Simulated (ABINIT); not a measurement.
**Run report: Si, elastic calculation (part 2 of 2)**

Si (2 atoms in the cell); Kohn-Sham DFT of a periodic cell, LDA, PseudoDojo NC SR LDA v0.4.1 standard, no spin polarisation (ABINIT 10.8.3); cutoff 435.38 eV, 8×8×8 k-mesh, fermi-dirac of 0.05 eV. The structure derives from a Materials Project entry. The settings are looser than a standard set-up, so the numbers are not reference values.

Geometry of the input (Å; fractional positions):
```
-2.3617  2.3617  1.3308
2.3617  -2.3617  1.3308
2.3617  2.3617  -1.3308
Si 0.5000  0.5000  0.0000
Si 0.2500  0.7500  0.5000
```

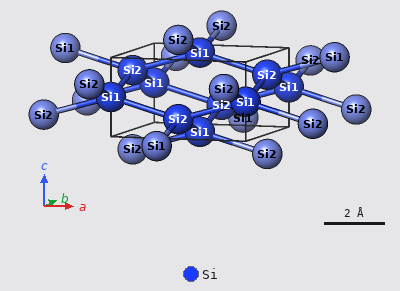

*The structure (ball-and-stick view of the cell 2 times as large as that of the calculation, set on its symmetry axes, seen slightly off an axis; neighbours outside the cell are drawn fainter; atoms are numbered from 1 in the order of the input).*

What the program printed, continued
```
 symkchk : k-point set has full space-group symmetry.

 ==>  initialize data related to q vector <==

 The list of irreducible perturbations for this q vector is:
    1)    idir= 1    ipert=   1
    2)    idir= 1    ipert=   5
    3)    idir= 2    ipert=   5
    4)    idir= 3    ipert=   5
    5)    idir= 1    ipert=   6
    6)    idir= 2    ipert=   6
    7)    idir= 3    ipert=   6

================================================================================

 The perturbation idir=   2  ipert=   1 is
 symmetric of a previously calculated perturbation.
 So, its SCF calculation is not needed.

 The perturbation idir=   3  ipert=   1 is
 symmetric of a previously calculated perturbation.
 So, its SCF calculation is not needed.

 The perturbation idir=   1  ipert=   2 is
 symmetric of a previously calculated perturbation.
 So, its SCF calculation is not needed.

 The perturbation idir=   2  ipert=   2 is
 symmetric of a previously calculated perturbation.
 So, its SCF calculation is not needed.

 The perturbation idir=   3  ipert=   2 is
 symmetric of a previously calculated perturbation.
 So, its SCF calculation is not needed.

--------------------------------------------------------------------------------
 Perturbation wavevector (in red.coord.)   0.000000  0.000000  0.000000
 Perturbation : displacement of atom   1   along direction   1
 The set of symmetries contains only one element for this perturbation.
 symkpt : not enough symmetry to change the number of k points.

--------------------------------------------------------------------------------

--------------------------------------------------------------------------------

 dfpt_looppert : total number of electrons, from k and k+q
  fully or partially occupied states are    8.000000E+00 and    8.000000E+00.
 Initialisation of the first-order wave-functions :
  ireadwf=   0

--- !BeginCycle
iteration_state: {dtset: 2, }
solver: {iscf: 7, nstep: 80, nline: 4, wfoptalg: 0, }
tolerances: {tolvrs: 1.00E-08, }
...

     iter   2DEtotal(Ha)        deltaE(Ha) residm    vres2
-ETOT  1   2.6253611960751     -7.217E+01 1.422E+00 1.557E+03
 ETOT  2   1.7445237917681     -8.808E-01 3.675E-02 5.346E+01
 ETOT  3   1.7116207883152     -3.290E-02 1.980E-03 9.819E-02
 ETOT  4   1.7115738063109     -4.698E-05 1.126E-04 2.819E-04
 ETOT  5   1.7115736887676     -1.175E-07 8.803E-06 2.097E-06
 ETOT  6   1.7115736879399     -8.277E-10 5.742E-07 2.347E-09

 At SCF step    6       vres2   =  2.35E-09 < tolvrs=  1.00E-08 =>converged.
================================================================================

 ----iterations are completed or convergence reached----

 Mean square residual over all n,k,spin=   10.231E-10; max=  57.422E-08

 2DEtotal=    0.1711573688E+01 Ha. Also 2DEtotal=    0.465742927110E+02 eV
    (2DErelax=   -7.3086628007E+01 Ha. 2DEnonrelax=    7.4798201695E+01 Ha)
    (  non-var. 2DEtotal :    1.7115748617E+00 Ha)

--------------------------------------------------------------------------------
 Perturbation wavevector (in red.coord.)   0.000000  0.000000  0.000000
 Found     8 symmetries that leave the perturbation invariant.
 symkpt : the number of k-points, thanks to the symmetries,
 is reduced to    95 .

--------------------------------------------------------------------------------

--------------------------------------------------------------------------------

 dfpt_looppert : total number of electrons, from k and k+q
  fully or partially occupied states are    8.000000E+00 and    8.000000E+00.
 Initialisation of the first-order wave-functions :
  ireadwf=   0

--- !BeginCycle
iteration_state: {dtset: 2, }
solver: {iscf: 7, nstep: 80, nline: 4, wfoptalg: 0, }
tolerances: {tolvrs: 1.00E-08, }
...

     iter   2DEtotal(Ha)        deltaE(Ha) residm    vres2
-ETOT  1   2.0883799570757     -7.949E+00 1.433E+02 7.075E+02
 ETOT  2   1.5688545674166     -5.195E-01 8.870E-02 4.706E+00
 ETOT  3   1.5665101850976     -2.344E-03 1.086E-03 9.074E-02
 ETOT  4   1.5664660147676     -4.417E-05 1.910E-05 2.111E-04
 ETOT  5   1.5664659348320     -7.994E-08 6.210E-07 2.197E-06
 ETOT  6   1.5664659340522     -7.798E-10 6.262E-08 4.298E-09

 At SCF step    6       vres2   =  4.30E-09 < tolvrs=  1.00E-08 =>converged.
================================================================================

 ----iterations are completed or convergence reached----

 Mean square residual over all n,k,spin=   12.228E-11; max=  62.622E-09

 2DEtotal=    0.1566465934E+01 Ha. Also 2DEtotal=    0.426257095727E+02 eV
    (2DErelax=   -8.4706296157E+00 Ha. 2DEnonrelax=    1.0037095550E+01 Ha)
    (  non-var. 2DEtotal :    1.5664655981E+00 Ha)

--------------------------------------------------------------------------------
 Perturbation wavevector (in red.coord.)   0.000000  0.000000  0.000000
 Found     8 symmetries that leave the perturbation invariant.
 symkpt : the number of k-points, thanks to the symmetries,
 is reduced to    95 .

--------------------------------------------------------------------------------

--------------------------------------------------------------------------------

 dfpt_looppert : total number of electrons, from k and k+q
  fully or partially occupied states are    8.000000E+00 and    8.000000E+00.
 Initialisation of the first-order wave-functions :
  ireadwf=   0

--- !BeginCycle
iteration_state: {dtset: 2, }
solver: {iscf: 7, nstep: 80, nline: 4, wfoptalg: 0, }
tolerances: {tolvrs: 1.00E-08, }
...

     iter   2DEtotal(Ha)        deltaE(Ha) residm    vres2
-ETOT  1   2.0883416946952     -7.949E+00 1.507E+02 7.075E+02
 ETOT  2   1.5688486291163     -5.195E-01 8.870E-02 4.706E+00
 ETOT  3   1.5665044873638     -2.344E-03 1.086E-03 9.074E-02
 ETOT  4   1.5664603158003     -4.417E-05 1.909E-05 2.111E-04
 ETOT  5   1.5664602360402     -7.976E-08 6.208E-07 2.194E-06
 ETOT  6   1.5664602352611     -7.791E-10 6.260E-08 4.292E-09

 At SCF step    6       vres2   =  4.29E-09 < tolvrs=  1.00E-08 =>converged.
================================================================================

 ----iterations are completed or convergence reached----

 Mean square residual over all n,k,spin=   12.219E-11; max=  62.600E-09

 2DEtotal=    0.1566460235E+01 Ha. Also 2DEtotal=    0.426255545007E+02 eV
    (2DErelax=   -8.4706353112E+00 Ha. 2DEnonrelax=    1.0037095546E+01 Ha)
    (  non-var. 2DEtotal :    1.5664599058E+00 Ha)

--------------------------------------------------------------------------------
 Perturbation wavevector (in red.coord.)   0.000000  0.000000  0.000000
 Found    16 symmetries that leave the perturbation invariant.
 symkpt : the number of k-points, thanks to the symmetries,
 is reduced to    59 .

--------------------------------------------------------------------------------

--------------------------------------------------------------------------------

 dfpt_looppert : total number of electrons, from k and k+q
  fully or partially occupied states are    8.000000E+00 and    8.000000E+00.
 Initialisation of the first-order wave-functions :
  ireadwf=   0

--- !BeginCycle
iteration_state: {dtset: 2, }
solver: {iscf: 7, nstep: 80, nline: 4, wfoptalg: 0, }
tolerances: {tolvrs: 1.00E-08, }
...

     iter   2DEtotal(Ha)        deltaE(Ha) residm    vres2
-ETOT  1   1.7548018479634     -7.160E+00 2.679E+01 5.532E+02
 ETOT  2   1.3697327461740     -3.851E-01 2.130E-02 4.102E+00
 ETOT  3   1.3677287606553     -2.004E-03 3.425E-04 3.292E-02
 ETOT  4   1.3677121061749     -1.665E-05 4.550E-06 9.948E-05
 ETOT  5   1.3677120640818     -4.209E-08 1.749E-07 5.100E-07
 ETOT  6   1.3677120638857     -1.961E-10 9.497E-09 7.712E-10

 At SCF step    6       vres2   =  7.71E-10 < tolvrs=  1.00E-08 =>converged.
================================================================================

 ----iterations are completed or convergence reached----

 Mean square residual over all n,k,spin=   27.782E-12; max=  94.968E-10

 2DEtotal=    0.1367712064E+01 Ha. Also 2DEtotal=    0.372173412437E+02 eV
    (2DErelax=   -7.5471968605E+00 Ha. 2DEnonrelax=    8.9149089244E+00 Ha)
    (  non-var. 2DEtotal :    1.3677122118E+00 Ha)

--------------------------------------------------------------------------------
 Perturbation wavevector (in red.coord.)   0.000000  0.000000  0.000000
 Found     4 symmetries that leave the perturbation invariant.
 symkpt : the number of k-points, thanks to the symmetries,
 is reduced to   150 .

--------------------------------------------------------------------------------

--------------------------------------------------------------------------------

 dfpt_looppert : total number of electrons, from k and k+q
  fully or partially occupied states are    8.000000E+00 and    8.000000E+00.
 Initialisation of the first-order wave-functions :
  ireadwf=   0

--- !BeginCycle
iteration_state: {dtset: 2, }
solver: {iscf: 7, nstep: 80, nline: 4, wfoptalg: 0, }
tolerances: {tolvrs: 1.00E-08, }
...

     iter   2DEtotal(Ha)        deltaE(Ha) residm    vres2
-ETOT  1 -0.13623407296806     -3.274E+00 5.687E+01 3.433E+02
 ETOT  2 -0.35186598605322     -2.156E-01 8.973E-02 1.796E+01
 ETOT  3 -0.36214648846432     -1.028E-02 7.251E-04 4.512E-02
 ETOT  4 -0.36217356408958     -2.708E-05 1.696E-05 1.271E-04
 ETOT  5 -0.36217362181860     -5.773E-08 3.950E-07 1.320E-07
 ETOT  6 -0.36217362188698     -6.837E-11 3.593E-08 4.738E-10

 At SCF step    6       vres2   =  4.74E-10 < tolvrs=  1.00E-08 =>converged.
================================================================================

 ----iterations are completed or convergence reached----

 Mean square residual over all n,k,spin=   99.334E-12; max=  35.932E-09

 2DEtotal=   -0.3621736219E+00 Ha. Also 2DEtotal=   -0.985524631327E+01 eV
    (2DErelax=   -3.4999101789E+00 Ha. 2DEnonrelax=    3.1377365570E+00 Ha)
    (  non-var. 2DEtotal :   -3.6217362127E-01 Ha)

--------------------------------------------------------------------------------
 Perturbation wavevector (in red.coord.)   0.000000  0.000000  0.000000
 Found     4 symmetries that leave the perturbation invariant.
 symkpt : the number of k-points, thanks to the symmetries,
 is reduced to   150 .

--------------------------------------------------------------------------------

--------------------------------------------------------------------------------

 dfpt_looppert : total number of electrons, from k and k+q
  fully or partially occupied states are    8.000000E+00 and    8.000000E+00.
 Initialisation of the first-order wave-functions :
  ireadwf=   0

--- !BeginCycle
iteration_state: {dtset: 2, }
solver: {iscf: 7, nstep: 80, nline: 4, wfoptalg: 0, }
tolerances: {tolvrs: 1.00E-08, }
...

     iter   2DEtotal(Ha)        deltaE(Ha) residm    vres2
-ETOT  1 -0.13623195968289     -3.274E+00 7.838E+01 3.433E+02
 ETOT  2 -0.35186483236555     -2.156E-01 8.973E-02 1.796E+01
 ETOT  3 -0.36214584764555     -1.028E-02 1.016E-03 4.513E-02
 ETOT  4 -0.36217292598453     -2.708E-05 1.696E-05 1.271E-04
 ETOT  5 -0.36217298370897     -5.772E-08 3.950E-07 1.321E-07
 ETOT  6 -0.36217298377660     -6.762E-11 3.593E-08 4.733E-10

 At SCF step    6       vres2   =  4.73E-10 < tolvrs=  1.00E-08 =>converged.
================================================================================

 ----iterations are completed or convergence reached----

 Mean square residual over all n,k,spin=   99.557E-12; max=  35.932E-09

 2DEtotal=   -0.3621729838E+00 Ha. Also 2DEtotal=   -0.985522894940E+01 eV
    (2DErelax=   -3.4999095410E+00 Ha. 2DEnonrelax=    3.1377365572E+00 Ha)
    (  non-var. 2DEtotal :   -3.6217298553E-01 Ha)

--------------------------------------------------------------------------------
 Perturbation wavevector (in red.coord.)   0.000000  0.000000  0.000000
 Found     8 symmetries that leave the perturbation invariant.
 symkpt : the number of k-points, thanks to the symmetries,
 is reduced to    95 .

--------------------------------------------------------------------------------

--------------------------------------------------------------------------------

 dfpt_looppert : total number of electrons, from k and k+q
  fully or partially occupied states are    8.000000E+00 and    8.000000E+00.
 Initialisation of the first-order wave-functions :
  ireadwf=   0

--- !BeginCycle
iteration_state: {dtset: 2, }
solver: {iscf: 7, nstep: 80, nline: 4, wfoptalg: 0, }
tolerances: {tolvrs: 1.00E-08, }
...

     iter   2DEtotal(Ha)        deltaE(Ha) residm    vres2
-ETOT  1  0.33283019203778     -1.924E+00 1.976E+01 8.291E-01
 ETOT  2  0.33222512226090     -6.051E-04 8.752E-02 1.412E-02
 ETOT  3  0.33222081580535     -4.306E-06 7.504E-05 2.109E-05
 ETOT  4  0.33222080129377     -1.451E-08 2.401E-06 4.430E-08
 ETOT  5  0.33222080126290     -3.087E-11 8.903E-08 1.005E-10

 At SCF step    5       vres2   =  1.01E-10 < tolvrs=  1.00E-08 =>converged.
================================================================================

 ----iterations are completed or convergence reached----

 Mean square residual over all n,k,spin=   43.767E-11; max=  89.026E-09

 2DEtotal=    0.3322208013E+00 Ha. Also 2DEtotal=    0.904018854211E+01 eV
    (2DErelax=   -1.9244160738E+00 Ha. 2DEnonrelax=    2.2566368751E+00 Ha)
    (  non-var. 2DEtotal :    3.3222077144E-01 Ha)

================================================================================

 ---- first-order wavefunction calculations are completed ----

 ==> Compute Derivative Database <==

  Dynamical matrix, in cartesian coordinates,
   if specified in the inputs, asr has been imposed
     j1       j2             matrix element
  dir pert dir pert     real part    imaginary part

   1    1   1    1         0.0424328414        -0.0000000000
   1    1   1    2        -0.0424328414         0.0000000000

   2    1   2    1         0.0424328414         0.0000000000
   2    1   2    2        -0.0424328414        -0.0000000000

   3    1   3    1         0.0033529382         0.0000000000
   3    1   3    2        -0.0033529382        -0.0000000000

   1    2   1    1        -0.0424328414        -0.0000000000
   1    2   1    2         0.0424328414         0.0000000000

   2    2   2    1        -0.0424328414         0.0000000000
   2    2   2    2         0.0424328414        -0.0000000000

   3    2   3    1        -0.0033529382         0.0000000000
   3    2   3    2         0.0033529382        -0.0000000000

  Rigid-atom elastic tensor , in cartesian coordinates,
     j1       j2             matrix element
  dir pert dir pert     real part    imaginary part

   1    5   1    5         0.0078183803         0.0000000000
   1    5   2    5         0.0039686577         0.0000000000
   1    5   3    5         0.0012908023         0.0000000000

   2    5   1    5         0.0039686577         0.0000000000
   2    5   2    5         0.0078183519         0.0000000000
   2    5   3    5         0.0012908023         0.0000000000

   3    5   1    5         0.0012908088         0.0000000000
   3    5   2    5         0.0012908119         0.0000000000
   3    5   3    5         0.0068263831         0.0000000000

   1    6   1    6        -0.0018076433         0.0000000000

   2    6   2    6        -0.0018076402         0.0000000000

   3    6   3    6         0.0016581458         0.0000000000

  Internal strain coupling parameters, in cartesian coordinates,
   zero average net force deriv. has been imposed
     j1       j2             matrix element
  dir pert dir pert     real part    imaginary part

   1    1   2    6         0.0099341491         0.0000000000

   2    1   1    6        -0.0099354449         0.0000000000

   3    1   1    5        -0.0596161856         0.0000000000
   3    1   2    5         0.0596159061         0.0000000000

   1    2   2    6        -0.0099341491         0.0000000000

   2    2   1    6         0.0099354449         0.0000000000

   3    2   1    5         0.0596161856         0.0000000000
   3    2   2    5        -0.0596159061         0.0000000000

  Phonon wavevector (reduced coordinates) :  0.00000  0.00000  0.00000
 Phonon energies in Hartree :
   0.000000E+00  0.000000E+00  0.000000E+00  3.619150E-04  1.287493E-03
   1.287493E-03
 Phonon frequencies in cm-1    :
   0.000000E+00  0.000000E+00  0.000000E+00  7.943117E+01  2.825721E+02
   2.825721E+02

== END DATASET(S) ==============================================================
================================================================================

 -outvars: echo values of variables after computation  --------
            acell      1.8897261259E+00  1.8897261259E+00  1.8897261259E+00 Bohr
           etotal1    -8.5095519921E+00
           etotal2     3.3222080126E-01
            fcart1    -0.0000000000E+00 -0.0000000000E+00 -0.0000000000E+00
                      -0.0000000000E+00 -0.0000000000E+00 -0.0000000000E+00
            fcart2     0.0000000000E+00  0.0000000000E+00  0.0000000000E+00
                       0.0000000000E+00  0.0000000000E+00  0.0000000000E+00
            rprim     -2.3616901000E+00  2.3616901000E+00  1.3307658800E+00
                       2.3616901000E+00 -2.3616901000E+00  1.3307658800E+00
                       2.3616901000E+00  2.3616901000E+00 -1.3307658800E+00
           strten1    -6.3931720001E-08 -6.3931720001E-08 -1.2203162919E-07
                       0.0000000000E+00  0.0000000000E+00  0.0000000000E+00
           strten2     0.0000000000E+00  0.0000000000E+00  0.0000000000E+00
                       0.0000000000E+00  0.0000000000E+00  0.0000000000E+00
           xangst      1.5735792496E-17  1.5735792496E-17  1.3307658800E+00
                       2.3616901000E+00  1.0390175300E-16  6.6538294000E-01
             xred      5.0000000000E-01  5.0000000000E-01  6.6629370618E-18
                       2.5000000000E-01  7.5000000000E-01  5.0000000000E-01
 Calculation completed.
```

Summary

- outcome: converged
- space group (tolerance 0.01 Å): I4₁/amd (141)
- electrons treated: 8
- free energy: −231.5567 eV
- Fermi energy of the self-consistent step: 8.048 eV
- gap on the k-point mesh: none (metallic)
- pressure: 0.00 GPa
- largest force (length of the vector): under 0.001 eV/Å
- hardware: 1 thread of Arm Neoverse V2, 24 GiB of memory available, shared host
- wall time: 2 min
- peak memory: 0.15 GiB

Notes

The settings depart from the standard set-up of this series, which can bear on the numbers. Points of doubt noted for this run: k mesh coarse for metal response.
